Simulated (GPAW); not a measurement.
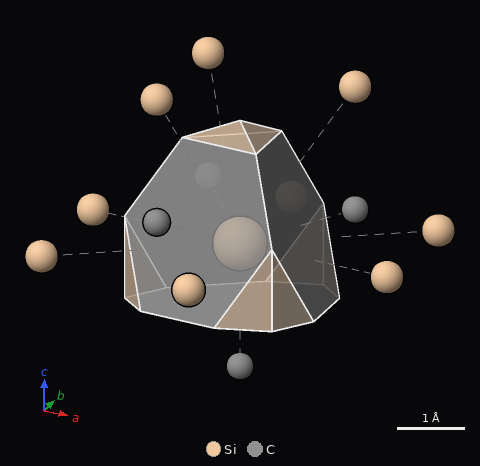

The polyhedron is the computed Voronoi (Dirichlet) cell of the central atom: each face lies in the plane that bisects the line to a neighbour. Central atom: Si3 (2a) in SiC; faces take the colour of the neighbour behind them. Source: an entry of the Crystallography Open Database, as set up for an electronic-structure calculation.

SiC, space group P6_3mc (No. 186), a = 3.095 Å, b = 3.095 Å, c = 15.170 Å, α = 90.00°, β = 90.00°, γ = 120.00°

| site | Wyckoff | x | y | z |
| --- | --- | --- | --- | --- |
| Si1 | 2b | 0.6667 | 0.3333 | 0.4583 |
| Si2 | 2b | 0.6667 | 0.3333 | 0.7917 |
| Si3 | 2a | 0.0000 | 0.0000 | 0.6250 |
| C1 | 2b | 0.6667 | 0.3333 | 0.3333 |
| C2 | 2b | 0.6667 | 0.3333 | 0.6667 |
| C3 | 2a | 0.0000 | 0.0000 | 0.5000 |

> Give the Voronoi index ⟨n3,n4,n5,n6,…⟩ (numbers of faces with 3, 4, 5, 6 … edges).

13 faces, index ⟨9,0,0,3,0,0,1⟩.

> What is the volume of this Voronoi cell?

10.6 Å³, against a mean of 10.5 Å³ per atom in this structure.

> Tabulate the neighbours by distance and solid angle.

```
neighbour  faces  distance (Å)  solid angle (% of sphere)
        C      4          1.90                       89.5
       Si      9          3.09                       10.5
```
